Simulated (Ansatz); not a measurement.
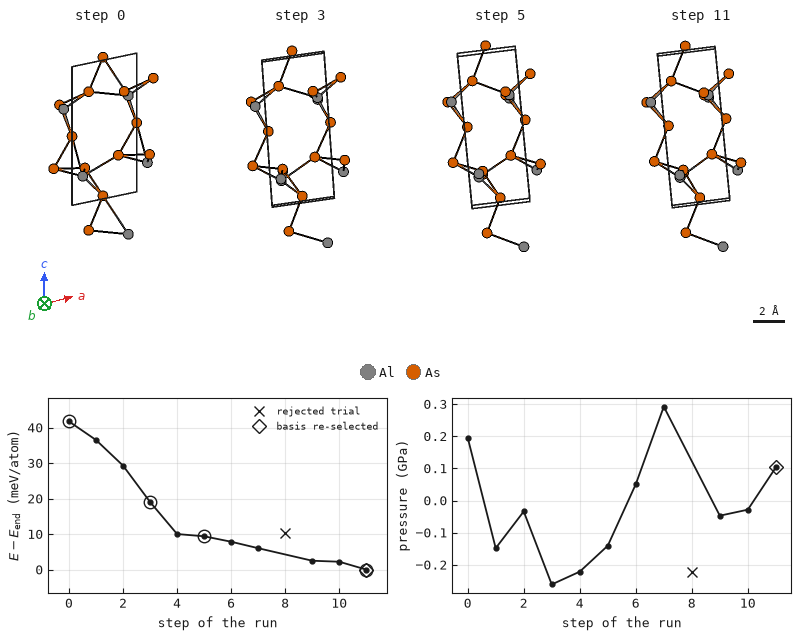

Frames of a relaxation of crystalline AlAs$_{3}$ (a generated structure, set up in P1) (coarse preliminary run), marked on the history of the run. The picture is a ball-and-stick view of the cell of the calculation, seen along the b axis.

Computed with DFT PBE, scalar-relativistic, plane waves, PAW in Ansatz. (plane-wave cutoff 420 eV; k-point mesh 4 × 4 × 2; occupations gaussian; smearing width 0.1 eV; no spin polarisation; cell and atoms relaxed; force threshold 0.04 eV/Å; at most 70 steps)

Question: Describe the path.

Answer: The largest move relative to the cell is that of an As atom, 0.54 Å along [2 −3 1]. Largest moves by element: As 0.54 Å, Al 0.34 Å. Cell: a 4.646 → 4.161 Å (−10.4 %), b 5.402 → 5.480 Å (+1.5 %), c 9.206 → 10.076 Å (+9.5 %), α 82.6° → 86.4°, β 76.3° → 86.3°, γ 69.5° → 66.6°. Volume +0.2 %. Some distances before and after: Al–As 2.814 → 3.727 Å, Al–As 3.041 → 3.604 Å, As–As 3.187 → 3.498 Å, Al–As 2.724 → 2.607 Å. Among the angles between lasting bonds that change: Al–As–As 67.4° → 95.8°, As–Al–As 107.6° → 129.3°, As–Al–As 127.9° → 106.6°. The space group stays P1 (No. 1). Over 9 accepted moves (11 points after the start) the energy falls by 41.7 meV per atom. The largest force component goes from 0.15 to 0.036 eV/Å. The pressure goes from 0.20 to 0.10 GPa. The line search rejected the trial step at point 8 of the run. The SCF was repeated once at an unchanged geometry on a basis and grid sized afresh for the cell, which shifted the energy by 2.2 meV per atom at most. The run took 4.9 min on 1 thread of Arm Neoverse V1 (shared host), peak memory 0.49 GiB. From step 0 to 3: an Al atom moves most (0.26 Å), volume +1.4 %, energy −22.7 meV per atom. From step 3 to 5: an As atom moves most (0.32 Å), energy −9.7 meV per atom. From step 5 to 11: an As atom moves most (0.11 Å), volume −1.1 %, energy −9.4 meV per atom.

```json
{"step": "0", "E − E(0), meV/atom": "0.00", "largest force component, eV/Å": "0.1482", "pressure, GPa": "0.20", "volume, Å³/atom": "26.248", "note": ""}
{"step": "1", "E − E(0), meV/atom": "-5.22", "largest force component, eV/Å": "0.1458", "pressure, GPa": "-0.15", "volume, Å³/atom": "26.608", "note": ""}
{"step": "2", "E − E(0), meV/atom": "-12.43", "largest force component, eV/Å": "0.1255", "pressure, GPa": "-0.03", "volume, Å³/atom": "26.583", "note": ""}
{"step": "3", "E − E(0), meV/atom": "-22.68", "largest force component, eV/Å": "0.2788", "pressure, GPa": "-0.26", "volume, Å³/atom": "26.605", "note": ""}
{"step": "4", "E − E(0), meV/atom": "-31.71", "largest force component, eV/Å": "0.2478", "pressure, GPa": "-0.22", "volume, Å³/atom": "26.678", "note": ""}
{"step": "5", "E − E(0), meV/atom": "-32.34", "largest force component, eV/Å": "0.4191", "pressure, GPa": "-0.14", "volume, Å³/atom": "26.591", "note": ""}
{"step": "6", "E − E(0), meV/atom": "-33.87", "largest force component, eV/Å": "0.2424", "pressure, GPa": "0.05", "volume, Å³/atom": "26.151", "note": ""}
{"step": "7", "E − E(0), meV/atom": "-35.69", "largest force component, eV/Å": "0.3077", "pressure, GPa": "0.29", "volume, Å³/atom": "26.318", "note": ""}
{"step": "8", "E − E(0), meV/atom": "-31.53", "largest force component, eV/Å": "0.3193", "pressure, GPa": "-0.22", "volume, Å³/atom": "26.003", "note": "rejected"}
{"step": "9", "E − E(0), meV/atom": "-39.22", "largest force component, eV/Å": "0.0771", "pressure, GPa": "-0.05", "volume, Å³/atom": "26.372", "note": ""}
{"step": "10", "E − E(0), meV/atom": "-39.50", "largest force component, eV/Å": "0.0343", "pressure, GPa": "-0.03", "volume, Å³/atom": "26.293", "note": ""}
{"step": "11", "E − E(0), meV/atom": "-41.73", "largest force component, eV/Å": "0.0365", "pressure, GPa": "0.10", "volume, Å³/atom": "26.293", "note": "same geometry, new basis"}
```
